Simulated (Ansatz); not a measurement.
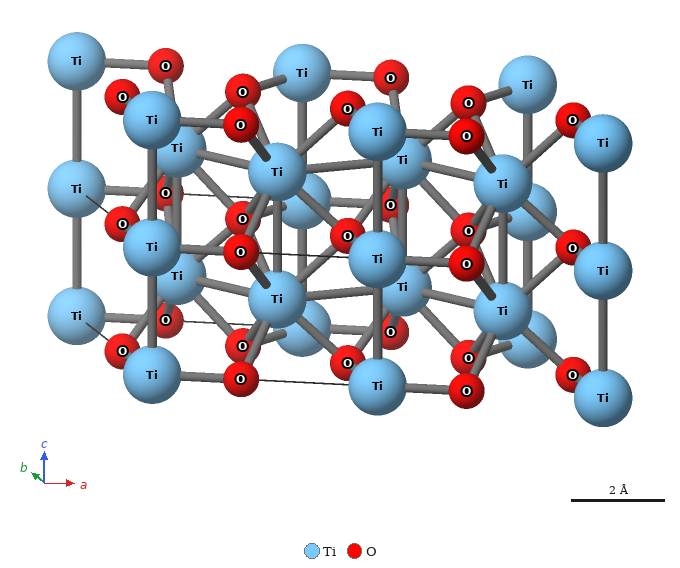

*The structure as given in the input (ball-and-stick view of the cell of the calculation, repeated 2 × 1 × 2, seen slightly off an axis). An atom can appear more than once, as a periodic image.*

## TiO: single-point calculation

System: TiO (P-62m, 6 atoms in the cell).
Method: DFT PBEsol, scalar-relativistic, plane waves, PAW, no spin polarisation (Ansatz 0.2.0).

The structure derives from a Materials Project entry.

## The program's output
```
Engine: ansatz 0.2.0, aarch64-unknown-linux-gnu
Pseudopotentials: kind: paw
Pseudopotential: Ti, paw, valence charge 12, recommended cutoff 420 eV (normal), Ti.paw.azcp
Pseudopotential: O, paw, valence charge 6, recommended cutoff 420 eV (normal), O.paw.azcp
Functional definition: PBEsol
  exchange = pbesol_x
  correlation = pbesol_c
Crystal: 6 atoms, lattice volume = 61.938 Å³
Basis set: ecut = 420 eV, 1251 PW (Γ), exchange–correlation on 72×72×40 points (8 copies of the dense FFT grid, shifted against one another)
Bands: 33, of which v1, the nominal top of the filled ones, is band 27 counted from 1 (26 counted from 0)
Symmetry: 12 space group operations
Space group: P-62m (ITA 189), of the structure as read, at distance tolerance 4.0e-5 Å
k-points: 133 of 1728 (time reversal used)
Non-local potential: Ti, projectors of the file, l = 0: 3, l = 1: 2, l = 2: 3, l = 3: 1
Non-local potential: O, projectors of the file, l = 0: 2, l = 1: 2, l = 2: 1
PAW form: soft (Blöchl's): semilocal exchange-correlation on the pseudo side does not see the compensation charge
PAW frozen core: Ti, regenerated for the run's functional, and the local potential with it (the file was generated under x = pbe(κ = 0.804, μ = 0.2195149727645171), c = pbe(β = 0.06672455060314922))
PAW frozen core: O, regenerated for the run's functional, and the local potential with it (the file was generated under x = pbe(κ = 0.804, μ = 0.2195149727645171), c = pbe(β = 0.06672455060314922))
PAW one-centre angular grid: Ti, 590 points (default); XC on 64 Gauss nodes
PAW one-centre angular grid: O, 110 points (default); XC on 64 Gauss nodes
Initial density: superposition of atomic densities (neutral atoms: chi_scale 0, normalization atom), corrected by the library's trained network
Initial wavefunctions: pseudopotential atomic-orbital guess
Functional: x = pbesol(κ = 0.804, μ = 0.12345679012345678), c = pbesol(β = 0.046)
SCF iter   1: F=—  HF=-9112.828022 eV  |F-HF|=—  |Δ(HF+E_count)|=         —  Δρ=1.45e-2  dr2=9.28e-2  ethr=1.77e-3  ⟨swp⟩=4.5  Hψ=16967  notcnv=0
preconditioner: auto → Kerker (q_TF=auto, 2.667 Å⁻¹)  [metal: Δε(μ)=0.039 eV  Ē_g=9.841 eV  σ=0.100 eV  W_gap=0.21  n_scr=26 (ndim 8)  ℏωp=25.8 eV  f_vac=0.000  D(μ)=0.72/eV (n_scr^D=0)]
SCF iter   2: F=—  HF=-9112.806565 eV  |F-HF|=—  |Δ(HF+E_count)|=   2.15e-2  Δρ=5.83e-3  dr2=1.79e-2  ethr=1.72e-4  ⟨swp⟩=2.0  Hψ=7657  notcnv=0  defer=150
SCF iter   3: F=—  HF=-9112.803264 eV  |F-HF|=—  |Δ(HF+E_count)|=   3.30e-3  Δρ=1.81e-3  dr2=2.10e-3  ethr=3.32e-5  ⟨swp⟩=2.3  Hψ=6456  notcnv=0  defer=150
SCF iter   4: F=—  HF=-9112.802900 eV  |F-HF|=—  |Δ(HF+E_count)|=   3.64e-4  Δρ=4.99e-4  dr2=1.68e-4  ethr=3.88e-6  ⟨swp⟩=2.4  Hψ=6102  notcnv=0  defer=150
SCF iter   5: F=—  HF=-9112.802863 eV  |F-HF|=—  |Δ(HF+E_count)|=   3.67e-5  Δρ=1.56e-4  dr2=1.41e-5  ethr=3.10e-7  ⟨swp⟩=2.2  Hψ=6363  notcnv=0  defer=150
SCF iter   6: F=—  HF=-9112.802764 eV  |F-HF|=—  |Δ(HF+E_count)|=   9.98e-5  Δρ=3.16e-5  dr2=6.72e-7  ethr=2.61e-8  ⟨swp⟩=2.2  Hψ=6224  notcnv=0  defer=150
SCF iter   7: F=-9112.802763 eV  HF=-9112.802763 eV  |F-HF|=2.38e-8  |Δ(HF+E_count)|=   6.34e-8  Δρ=7.79e-6  dr2=4.91e-8  ethr=1.85e-10  ⟨swp⟩=8.7  Hψ=17477  notcnv=0
SCF 1 converged in 7 iterations: F = -9112.802763 eV  dr2 = 4.91e-8
  greatest PAW one-centre occupation: 0.999 electrons in one spin orbital (limit 2), on the Ti atom at site 2 (counted from 0), in its partial waves of l = 0
```

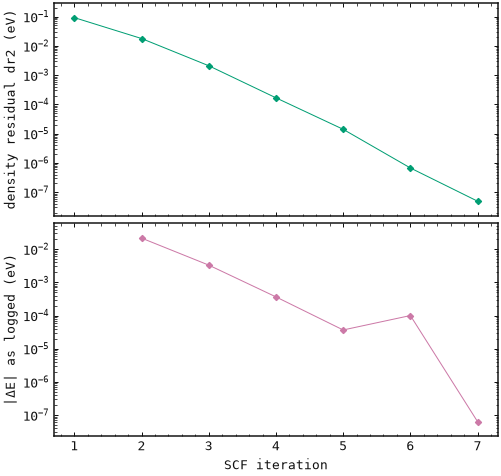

*Convergence of the self-consistent field: density residual dr2 and size of the energy change against the SCF iteration.*

The residual falls at every step.

```
SCF converged after 7 iterations
Free energy (F): -9112.802763 eV
Harris-Foulkes:  -9112.802763 eV  (|F-HF|=2.38e-8)
Internal energy: -9112.799074 eV  (E = F + TS)
E sigma→0 (E₀):  -9112.800919 eV
Entropy (-TS):   -0.003690 eV (-0.615 meV/atom)
Fermi energy:    15.917409 eV
--- Per-component energies (eV) ---
  E_band       = -368.435364
  E_kinetic    = 1349.681606
  E_local      = -3004.087406  (includes V_loc(G=0)·N_el)
  E_nonlocal   = 170.475375
  E_hartree    = 1191.768009
  E_xc         = -512.686531
  E_vxc        = -650.641106  (∫ρ·V_xc dr)
  E_paw        = -3524.123703  (= ΣΔE_a)
  E_vpaw       = -617.408554  (= ΣTr[D̂ρ^β])
  E_aug_tail   = 0.007630  (compensation charges beyond the density's cutoff)
  E_ewald      = -4784.358070
  E_core_change = 0.524017  (= ΣΔE_core)
  E_smearing   = -0.003690  (= −TS)
  E_closure    = -0.000000  (closes the sum)
  Σ components = -9112.802763   (vs F -9112.802763, Δ=0.00e0)
--- Forces (eV/Å), atoms counted from 1 ---
  atom   1  Ti    -0.00000000     0.00000000     0.00000000
  atom   2  Ti    -0.00000000    -0.00000000     0.00000000
  atom   3  Ti    -0.00000000    -0.00000000     0.00000000
  atom   4  O      0.01478996     0.02561696     0.00000000
  atom   5  O     -0.02957991     0.00000000     0.00000000
  atom   6  O      0.01478996    -0.02561696     0.00000000
  max |Σ_I F_I| component: 3.12e-17 eV/Å
--- Stress (GPa, compression-positive) ---
       -5.101290      -0.000000       0.000000
        0.000000      -5.101290       0.000000
        0.000000       0.000000      -7.078905
  P = ⅓ Tr σ = -5.7605 GPa (-57.605 kbar)
--- Band table (eV; the first three rows and the last of 133) ---
  k-point 0: bands = ["-42.1529", "-42.0714", "-41.5964", "-18.7274", "-18.7274", "-18.4291", "-18.4291", "-18.4195", "-18.3279", "-18.1169", "-18.1169", "-17.5408", "-6.1093", "-4.5427", "-4.5427", "6.5714", "8.2565", "8.2565", "9.2024", "9.2024", "9.3392", "10.0293", "10.0293", "10.3572", "12.4694", "15.0586", "15.0648", "15.0648", "16.1854", "16.1854", "16.6683", "16.6683", "17.0732"]
  k-point 1: bands = ["-42.1488", "-42.0678", "-41.5934", "-18.7177", "-18.7177", "-18.4629", "-18.4215", "-18.4215", "-18.3609", "-18.1178", "-18.1178", "-17.5678", "-6.0367", "-4.5575", "-4.5575", "6.6923", "8.2026", "8.2026", "9.1479", "9.1479", "9.3786", "9.9713", "10.0017", "10.0017", "12.8568", "14.9557", "14.9557", "15.2202", "16.3500", "16.3500", "16.7361", "16.7361", "17.1266"]
  k-point 2: bands = ["-42.1377", "-42.0580", "-41.5854", "-18.6911", "-18.6911", "-18.5797", "-18.4503", "-18.4001", "-18.4001", "-18.1208", "-18.1208", "-17.6411", "-5.8369", "-4.5986", "-4.5986", "7.0275", "8.0529", "8.0529", "8.9980", "8.9980", "9.0880", "9.6045", "9.9484", "9.9484", "13.6628", "14.7550", "14.7550", "15.6886", "16.6147", "16.6147", "16.8369", "16.8369", "17.2777"]
  k-point 132: bands = ["-42.0547", "-42.0547", "-41.5521", "-18.9424", "-18.9424", "-18.6291", "-18.4346", "-18.4346", "-18.2503", "-18.1385", "-18.1385", "-17.9188", "-4.9619", "-4.7502", "-4.7502", "7.5100", "7.5100", "7.8519", "7.8519", "8.1598", "8.3284", "8.9687", "10.2047", "10.2047", "14.4373", "14.4373", "14.4499", "17.1507", "17.1507", "17.2817", "17.2817", "17.3503", "17.5217"]
--- Löwdin populations: 6 sites ---
  site symbol       q [e]
     0     Ti     11.2151
     1     Ti     11.2151
     2     Ti     11.3817
     3      O      6.6249
     4      O      6.6249
     5      O      6.6249
  spilling = 0.005804 (of n_electrons = 54.000000)
```

## File populations.tsv
```
# site	symbol	l	j	q
# orbitals = lowdin
# n_electrons = 54.000000
# spilling = 0.005804
0	Ti	0_3S	-	1.918301
0	Ti	0_4S	-	0.497570
0	Ti	1_3P	-	5.989008
0	Ti	2_3D	-	2.810171
1	Ti	0_3S	-	1.918301
1	Ti	0_4S	-	0.497570
1	Ti	1_3P	-	5.989008
1	Ti	2_3D	-	2.810171
2	Ti	0_3S	-	1.928335
2	Ti	0_4S	-	0.606643
2	Ti	1_3P	-	5.987224
2	Ti	2_3D	-	2.859451
3	O	0_2S	-	1.712454
3	O	1_2P	-	4.912486
4	O	0_2S	-	1.712454
4	O	1_2P	-	4.912486
5	O	0_2S	-	1.712454
5	O	1_2P	-	4.912486
```

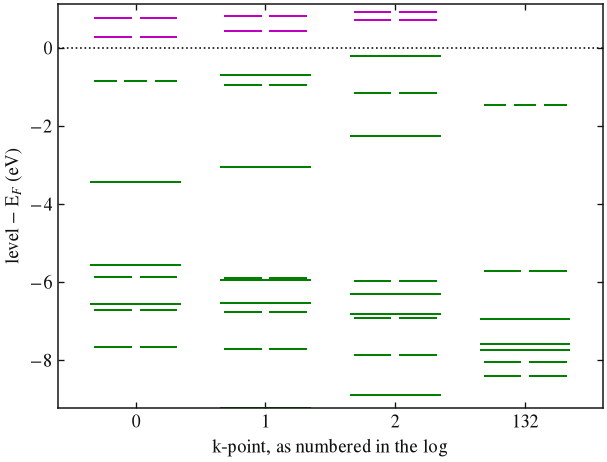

*Kohn–Sham levels near the Fermi level (dotted) at the few k-points that the log prints; levels within 0.02 eV of each other stand side by side.*

The system is metallic on the full mesh.

The run was set up as follows.

## The input
```yaml
crystal:
  lattice:
    - [4.989087772, 0.0, 0.0]
    - [-2.494543886, 4.3206767523, 0.0]
    - [0.0, 0.0, 2.87331344]
  atoms:
    - { symbol: Ti, position: [0.66666667, 0.33333333, 0.5] }
    - { symbol: Ti, position: [0.33333333, 0.66666667, 0.5] }
    - { symbol: Ti, position: [0.0, 0.0, 0.0] }
    - { symbol: O, position: [0.60555924, 0.60555924, 0.0] }
    - { symbol: O, position: [0.39444076, 0.0, 0.0] }
    - { symbol: O, position: [0.0, 0.39444076, 0.0] }
basis:
  ecutwfc: 420
kpoints:
  mp_grid: { grid: [12, 12, 12] }
hamiltonian:
  xc: pbesol
scf:
  occupations: { method: gaussian, width: 0.1 }
output:
  forces: true
  stress: true
  eigenvalues: true
  populations: true
```

Command:
```bash
ansatz run input.yaml --threads 1 --pin off --max-ram 2560MiB --backend cpu --events-out ev --progress --plain --runs-dir out
```

## Key numbers

```csv
quantity,value
outcome,converged
space group (tolerance 0.01 Å),P-62m (189)
electrons treated,54
free energy,−9112.8028 eV
Fermi energy,15.917 eV
gap on the k-point mesh,none (metallic)
pressure,−5.76 GPa
largest force (length of the vector),0.030 eV/Å
hardware,"1 thread of Arm Neoverse V2, 128 GiB of memory available, shared host"
wall time,32 s
peak memory,0.44 GiB
```

The cell is under a tension of 5.8 GPa at this level, so it is not at its equilibrium volume.
